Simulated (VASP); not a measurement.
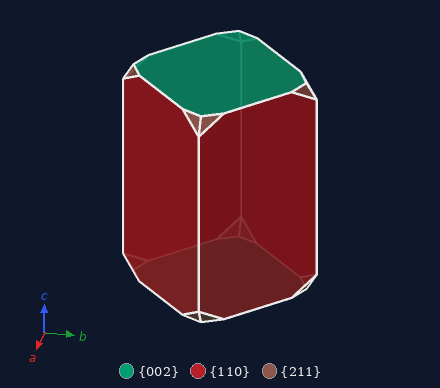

Ti2B, space group I4/mcm (No. 140), a = 5.658 Å, b = 5.658 Å, c = 4.737 Å, α = 90.00°, β = 90.00°, γ = 90.00°. Crystal habit computed by the BFDH rule (growth rate of a face proportional to 1/d, systematic absences taken into account). This is a geometric estimate, not an energy calculation. Origin: a cell listed in the Materials Project, as set up for an electronic-structure calculation. Forms under 0.4 % of the area are left out.

### How many faces does the whole crystal have, by form?

22 faces: 4 of {110}, 2 of {002} and 16 of {211}.

### Which form makes up most of the surface, and how much?

{110}, with 4 faces and about 76 % of the area; its spacing is d = 4.001 Å.
